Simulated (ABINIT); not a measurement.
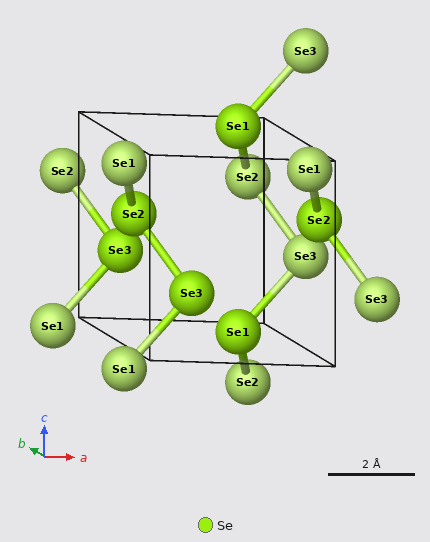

*The structure as given in the input (ball-and-stick view of the cell of the calculation, seen slightly off an axis; neighbours outside the cell are drawn fainter; atoms are numbered from 1 in the order of the input). An atom can appear more than once, as a periodic image.*

Near neighbours in the periodic cell (some may lie outside the picture): Se has 2 Se at 2.37 Å.

Se: effective mass calculation (part 1 of 3)

Se (P3₁21, 3 atoms in the cell), computed with Kohn-Sham DFT of a periodic cell, PBEsol, PseudoDojo NC SR PBEsol v0.4.1 standard, no spin polarisation (ABINIT 10.8.3).

The structure derives from an entry of the Crystallography Open Database.

### The input
```
# Datasets
ndtset 3

# Pseudopotentials
pp_dirpath "./"
pseudos "Se.upf"

# Structure
acell 3*1.0
rprim
     8.2509222053     0.0000000000     0.0000000000
    -4.1254611027     7.1455082345     0.0000000000
     0.0000000000     0.0000000000     9.3609473309
ntypat 1
znucl 34
natom 3
typat 1 1 1
xred
   0.7746000000   0.7746000000            0.0
            0.0   0.2254000000            2/3
   0.2254000000            0.0            1/3

# Plane-wave basis
ecut 39.0

# Exchange and correlation
ixc -116133

# Bands and occupations
occopt 1

# SCF cycle
nstep 80
diemac 6.0

# Output
iomode 3
prteig 0
prtebands 0

# Dataset 1: ground state
kptopt1 1
ngkpt1 5 5 4
nshiftk1 1
shiftk1 0.0 0.0 0.0
nband1 24
tolvrs1 1.0e-14
prtden1 1
prtwf1 0

# Datasets 2 and 3: the band edges
kptopt2 0
nkpt2 2
kpt2
  0.4000000000 0.2000000000 1/2
  0.0 0.0 1/2
istwfk2 2*1
nband2 30
getden2 1
kptopt3 0
nkpt3 2
kpt3
  0.4000000000 0.2000000000 1/2
  0.0 0.0 1/2
istwfk3 2*1
nband3 30
getden3 1

# Dataset 2: bands at fixed density
iscf2 -2
nbdbuf2 2
tolwfr2 1.0e-20
nstep2 200

# Dataset 3: effective masses
iscf3 -3
getwfk3 2
rfelfd3 2
rfdir3 1 1 1
nqpt3 1
qpt3 0.0 0.0 0.0
tolwfr3 1.0e-20
nbdbuf3 2
nstep3 200
efmas3 1
efmas_bands3 24 24 25 26
efmas_calc_dirs3 1
efmas_n_dirs3 5
efmas_dirs3
  1 0 0
  0 1 0
  0 0 1
  1 1 0
  1 1 1
efmas_ntheta3 60
prtwf3 0
prtden3 0
prtpot3 0
```

Run on 1 thread of Arm Neoverse V1, 112 GiB of memory available, shared host.

Launch command:
```bash
abinit run.abi > log 2>&1
```

### Output
```
.Version 10.8.3 of ABINIT
 DATASET    1 : space group P3_1 2 1 (#152); Bravais hP (primitive hexag.)
================================================================================
 Values of the parameters that define the memory need for DATASET  1.
     intxc =       0    ionmov =       0      iscf =       7    lmnmax =       6
     lnmax =       6     mgfft =      54  mpssoang =       3    mqgrid =    3001
     natom =       3  nloc_mem =       1    nspden =       1   nspinor =       1
    nsppol =       1      nsym =       6    n1xccc =    2501    ntypat =       1
    occopt =       1   xclevel =       2
       mpw =        6431          nfft =      124416          nkpt =          17
================================================================================
================================================================================

 DATASET    2 : space group P3_1 2 1 (#152); Bravais hP (primitive hexag.)
================================================================================
 Values of the parameters that define the memory need for DATASET  2.
     intxc =       0    ionmov =       0      iscf =      -2    lmnmax =       6
     lnmax =       6     mgfft =      54  mpssoang =       3    mqgrid =    3001
     natom =       3  nloc_mem =       1    nspden =       1   nspinor =       1
    nsppol =       1      nsym =       6    n1xccc =    2501    ntypat =       1
    occopt =       1   xclevel =       2
       mpw =        6434          nfft =      124416          nkpt =           2
================================================================================
================================================================================

 DATASET    3 : space group P3_1 2 1 (#152); Bravais hP (primitive hexag.)
================================================================================
 Values of the parameters that define the memory need for DATASET  3 (RF).
     intxc =       0      iscf =      -3    lmnmax =      18     lnmax =       6
     mgfft =      54  mpssoang =       3    mqgrid =    3001     natom =       3
  nloc_mem =       1    nspden =       1   nspinor =       1    nsppol =       1
      nsym =       6    n1xccc =    2501    ntypat =       1    occopt =       1
   xclevel =       2
      nfft =      124416          nkpt =           2
================================================================================
================================================================================

--------------------------------------------------------------------------------
------------- Echo of variables that govern the present computation ------------
--------------------------------------------------------------------------------
 -outvars: echo values of preprocessed input variables --------
            acell      1.0000000000E+00  1.0000000000E+00  1.0000000000E+00 Bohr
              amu      7.89600000E+01
           diemac      6.00000000E+00
             ecut      3.90000000E+01 Hartree
           getden1          0
           getden2          1
           getden3          1
           getwfk1          0
           getwfk2          0
           getwfk3          2
             iscf1          7
             iscf2         -2
             iscf3         -3
              ixc     -116133
           jdtset        1    2    3
           kptopt1          1
           kptopt2          0
           kptopt3          0
         kptrlatt        5    0    0      0    5    0      0    0    4
          kptrlen1     3.74437893E+01
          kptrlen2     3.00000000E+01
          kptrlen3     3.00000000E+01
            natom           3
            nband1         24
            nband2         30
            nband3         30
           nbdbuf1          0
           nbdbuf2          2
           nbdbuf3          2
           ndtset           3
            ngfft          48      48      54
             nkpt1         17
             nkpt2          2
             nkpt3          2
             nqpt1          0
             nqpt2          0
             nqpt3          1
            nstep1         80
            nstep2        200
            nstep3        200
             nsym           6
           ntypat           1
        optdriver1          0
        optdriver2          0
        optdriver3          1
           prtden1          1
           prtden2          1
           prtden3          0
        prtebands           0
           prteig           0
            prtwf1          0
            prtwf2          1
            prtwf3          0
           rfelfd1          0
           rfelfd2          0
           rfelfd3          2
            rprim      8.2509222053E+00  0.0000000000E+00  0.0000000000E+00
                      -4.1254611027E+00  7.1455082345E+00  0.0000000000E+00
                       0.0000000000E+00  0.0000000000E+00  9.3609473309E+00
           shiftk1     0.00000000E+00  0.00000000E+00  0.00000000E+00
           shiftk2     5.00000000E-01  5.00000000E-01  5.00000000E-01
           shiftk3     5.00000000E-01  5.00000000E-01  5.00000000E-01
          spgroup         152
           tolvrs1     1.00000000E-14
           tolvrs2     0.00000000E+00
           tolvrs3     0.00000000E+00
           tolwfr1     0.00000000E+00
           tolwfr2     1.00000000E-20
           tolwfr3     1.00000000E-20
            typat      1  1  1
           useylm1          0
           useylm2          0
           useylm3          1
           xangst      1.6910292588E+00  2.9289485934E+00  0.0000000000E+00
                      -4.9207073967E-01  8.5229152202E-01  3.3023999977E+00
                       9.8414147933E-01  0.0000000000E+00  1.6511999989E+00
            xcart      3.1955821701E+00  5.5349106784E+00  0.0000000000E+00
                      -9.2987893255E-01  1.6105975561E+00  6.2406315539E+00
                       1.8597578651E+00  0.0000000000E+00  3.1203157770E+00
             xred      7.7460000000E-01  7.7460000000E-01  0.0000000000E+00
                      -1.0378618977E-17  2.2540000000E-01  6.6666666667E-01
                       2.2540000000E-01  0.0000000000E+00  3.3333333333E-01
            znucl       34.00000

================================================================================

 chkinp: Checking input parameters for consistency, jdtset=   1.

 chkinp: Checking input parameters for consistency, jdtset=   2.

 chkinp: Checking input parameters for consistency, jdtset=   3.

================================================================================
== DATASET  1 ==================================================================

--- !DatasetInfo
iteration_state: {dtset: 1, }
dimensions: {natom: 3, nkpt: 17, mband: 24, nsppol: 1, nspinor: 1, nspden: 1, mpw: 6431, }
cutoff_energies: {ecut:  39.0, pawecutdg:  -1.0, }
electrons: {nelect:   4.80000000E+01, charge:   0.00000000E+00, occopt:   1.00000000E+00, tsmear:   1.00000000E-02, }
meta: {optdriver: 0, ionmov: 0, optcell: 0, iscf: 7, paral_kgb: 0, }
...

 Real(R)+Recip(G) space primitive vectors, cartesian coordinates (Bohr,Bohr^-1):
 R(1)=  8.2509222  0.0000000  0.0000000  G(1)=  0.1211986  0.0699740  0.0000000
 R(2)= -4.1254611  7.1455082  0.0000000  G(2)=  0.0000000  0.1399481  0.0000000
 R(3)=  0.0000000  0.0000000  9.3609473  G(3)=  0.0000000  0.0000000  0.1068268
 Unit cell volume ucvol=  5.5189368E+02 bohr^3
 Angles (23,13,12)=  9.00000000E+01  9.00000000E+01  1.20000000E+02 degrees

 getcut: wavevector=  0.0000  0.0000  0.0000  ngfft=  48  48  54
         ecut(hartree)=     39.000   => boxcut(ratio)=   2.05200

--- Pseudopotential description ------------------------------------------------
- pspini: atom type   1  psp file is ./Se.upf
  34.00000  16.00000  180301                  znucl, zion, pspdat
12 -116133 2 -1 1198                          pspcod,pspxc,lmax,lloc,mmax
     nproj     2     2     2

   4.20172103E+03                                ecore*ucvol(ha*bohr**3)
--------------------------------------------------------------------------------

================================================================================

--- !BeginCycle
iteration_state: {dtset: 1, }
solver: {iscf: 7, nstep: 80, nline: 4, wfoptalg: 0, }
tolerances: {tolvrs: 1.00E-14, }
...

     iter   Etot(hartree)      deltaE(h)  residm     vres2
 ETOT  1  -355.58396503780    -3.556E+02 2.028E+00 1.316E+03
 ETOT  2  -363.01168682370    -7.428E+00 6.871E-02 1.768E+03
 ETOT  3  -363.26420515397    -2.525E-01 3.098E-02 3.665E+02
 ETOT  4  -363.30354453067    -3.934E-02 1.183E-02 1.324E+02
 ETOT  5  -363.32371740106    -2.017E-02 1.018E-03 4.141E+00
 ETOT  6  -363.32396837774    -2.510E-04 1.504E-04 2.699E+00
 ETOT  7  -363.32436330540    -3.949E-04 1.598E-05 1.794E-01
 ETOT  8  -363.32439134087    -2.804E-05 3.982E-06 1.570E-03
 ETOT  9  -363.32439183899    -4.981E-07 4.121E-07 7.304E-06
 ETOT 10  -363.32439187519    -3.620E-08 8.765E-08 1.085E-06
 ETOT 11  -363.32439188076    -5.562E-09 1.025E-08 4.261E-08
 ETOT 12  -363.32439188163    -8.703E-10 2.195E-09 7.031E-09
 ETOT 13  -363.32439188176    -1.389E-10 2.566E-10 1.318E-10
 ETOT 14  -363.32439188179    -2.495E-11 5.619E-11 9.603E-12
 ETOT 15  -363.32439188179     3.695E-12 6.520E-12 1.407E-12
 ETOT 16  -363.32439188179    -6.992E-12 1.442E-12 6.686E-14
 ETOT 17  -363.32439188179     2.672E-12 1.648E-13 2.148E-14
 ETOT 18  -363.32439188179     4.604E-12 3.701E-14 2.783E-15

 At SCF step   18       vres2   =  2.78E-15 < tolvrs=  1.00E-14 =>converged.

 Cartesian components of stress tensor (hartree/bohr^3)
  sigma(1 1)=  2.91048653E-05  sigma(3 2)=  0.00000000E+00
  sigma(2 2)=  2.91048651E-05  sigma(3 1)=  0.00000000E+00
  sigma(3 3)= -2.54258122E-05  sigma(2 1)=  9.67329277E-14

--- !ResultsGS
iteration_state: {dtset: 1, }
comment   : Summary of ground state results
lattice_vectors:
- [  8.2509222,   0.0000000,   0.0000000, ]
- [ -4.1254611,   7.1455082,   0.0000000, ]
- [  0.0000000,   0.0000000,   9.3609473, ]
lattice_lengths: [   8.25092,    8.25092,    9.36095, ]
lattice_angles: [ 90.000,  90.000, 120.000, ] # degrees, (23, 13, 12)
lattice_volume:   5.5189368E+02
convergence: {deltae:  4.604E-12, res2:  2.783E-15, residm:  3.701E-14, diffor: null, }
etotal    :  -3.63324392E+02
entropy   :   0.00000000E+00
fermie    :   1.07679591E-01
cartesian_stress_tensor: # hartree/bohr^3
- [  2.91048653E-05,   9.67329277E-14,   0.00000000E+00, ]
- [  9.67329277E-14,   2.91048651E-05,   0.00000000E+00, ]
- [  0.00000000E+00,   0.00000000E+00,  -2.54258122E-05, ]
pressure_GPa:  -3.2151E-01
xred      :
- [  7.7460E-01,   7.7460E-01,   0.0000E+00, Se]
- [ -1.0379E-17,   2.2540E-01,   6.6667E-01, Se]
- [  2.2540E-01,   0.0000E+00,   3.3333E-01, Se]
cartesian_forces: # hartree/bohr
- [ -3.01641770E-03,  -5.22458872E-03,   2.30117327E-28, ]
- [ -3.01641770E-03,   5.22458872E-03,  -4.60234654E-28, ]
- [  6.03283540E-03,   4.22146451E-14,   2.30117327E-28, ]
force_length_stats: {min:   6.03283540E-03, max:   6.03283540E-03, mean:   6.03283540E-03, }
...

 Integrated electronic density in atomic spheres:
 ------------------------------------------------
 Atom  Sphere_radius  Integrated_density
    1        2.00000         13.17301206
    2        2.00000         13.17301206
    3        2.00000         13.17301206
================================================================================

 ----iterations are completed or convergence reached----

 Mean square residual over all n,k,spin=   90.707E-18; max=  37.006E-15
 reduced coordinates (array xred) for    3 atoms
       0.774600000000      0.774600000000      0.000000000000
      -0.000000000000      0.225400000000      0.666666666667
       0.225400000000      0.000000000000      0.333333333333
 rms dE/dt=  2.8738E-02; max dE/dt=  2.4888E-02; dE/dt below (all hartree)
    1       0.024888227793      0.024888227793     -0.000000000000
    2       0.024888227793     -0.049776455585      0.000000000000
    3      -0.049776455585      0.024888227793     -0.000000000000

 cartesian coordinates (angstrom) at end:
    1      1.69102925882388     2.92894859342904     0.00000000000000
    2     -0.49207073966969     0.85229152202286     3.30239999774331
    3      0.98414147932745     0.00000000000000     1.65119999887165

 cartesian forces (hartree/bohr) at end:
    1     -0.00301641770136    -0.00522458871558     0.00000000000000
    2     -0.00301641770136     0.00522458871554    -0.00000000000000
    3      0.00603283540272     0.00000000000004     0.00000000000000
 frms,max,avg= 3.4830591E-03 6.0328354E-03   0.000E+00  0.000E+00  0.000E+00 h/b

 cartesian forces (eV/Angstrom) at end:
    1     -0.15511043468130    -0.26865915365089     0.00000000000000
    2     -0.15511043468130     0.26865915364872    -0.00000000000000
    3      0.31022086936260     0.00000000000217     0.00000000000000
 frms,max,avg= 1.7910610E-01 3.1022087E-01   0.000E+00  0.000E+00  0.000E+00 e/A
 length scales=  1.000000000000  1.000000000000  1.000000000000 bohr
              =  0.529177210544  0.529177210544  0.529177210544 angstroms
 Fermi (or HOMO) energy (hartree) =   0.10768   Average Vxc (hartree)=  -0.35726
 Eigenvalues (hartree) for nkpt=  17  k points:
 kpt#   1, nband= 24, wtk=  0.01000, kpt=  0.0000  0.0000  0.0000 (reduced coord)
  -1.66885   -1.66885   -1.66752   -1.66730   -1.66730   -1.66544   -1.65909   -1.65889
  -1.65889   -1.65672   -1.65672   -1.65659   -1.65524   -1.65424   -1.65424   -0.47462
  -0.32303   -0.32303   -0.03282   -0.03282   -0.03045    0.03325    0.03325    0.09394
 prteigrs : prtvol=0 or 1, do not print more k-points.

--- !EnergyTerms
iteration_state     : {dtset: 1, }
comment             : Components of total free energy in Hartree
kinetic             :  2.35125248412221E+02
hartree             :  1.14634923428337E+02
xc                  : -7.18405233134228E+01
Ewald energy        : -1.83069491905558E+02
psp_core            :  7.61327988507971E+00
local_psp           : -3.08076828070831E+02
non_local_psp       : -1.57711000317612E+02
total_energy        : -3.63324391881786E+02
total_energy_eV     : -9.88656036008144E+03
band_energy         : -5.20826842527473E+01
...

 Cartesian components of stress tensor (hartree/bohr^3)
  sigma(1 1)=  2.91048653E-05  sigma(3 2)=  0.00000000E+00
  sigma(2 2)=  2.91048651E-05  sigma(3 1)=  0.00000000E+00
  sigma(3 3)= -2.54258122E-05  sigma(2 1)=  9.67329277E-14

-Cartesian components of stress tensor (GPa)         [Pressure= -3.2151E-01 GPa]
- sigma(1 1)=  8.56294701E-01  sigma(3 2)=  0.00000000E+00
- sigma(2 2)=  8.56294694E-01  sigma(3 1)=  0.00000000E+00
- sigma(3 3)= -7.48053222E-01  sigma(2 1)=  2.84598099E-09

================================================================================
== DATASET  2 ==================================================================

--- !DatasetInfo
iteration_state: {dtset: 2, }
dimensions: {natom: 3, nkpt: 2, mband: 30, nsppol: 1, nspinor: 1, nspden: 1, mpw: 6434, }
cutoff_energies: {ecut:  39.0, pawecutdg:  -1.0, }
electrons: {nelect:   4.80000000E+01, charge:   0.00000000E+00, occopt:   1.00000000E+00, tsmear:   1.00000000E-02, }
meta: {optdriver: 0, ionmov: 0, optcell: 0, iscf: -2, paral_kgb: 0, }
...

 mkfilename : getden/=0, take file _DEN from output of DATASET   1.

 Real(R)+Recip(G) space primitive vectors, cartesian coordinates (Bohr,Bohr^-1):
 R(1)=  8.2509222  0.0000000  0.0000000  G(1)=  0.1211986  0.0699740  0.0000000
 R(2)= -4.1254611  7.1455082  0.0000000  G(2)=  0.0000000  0.1399481  0.0000000
 R(3)=  0.0000000  0.0000000  9.3609473  G(3)=  0.0000000  0.0000000  0.1068268
 Unit cell volume ucvol=  5.5189368E+02 bohr^3
 Angles (23,13,12)=  9.00000000E+01  9.00000000E+01  1.20000000E+02 degrees

 getcut: wavevector=  0.0000  0.0000  0.0000  ngfft=  48  48  54
         ecut(hartree)=     39.000   => boxcut(ratio)=   2.05200
--------------------------------------------------------------------------------
```
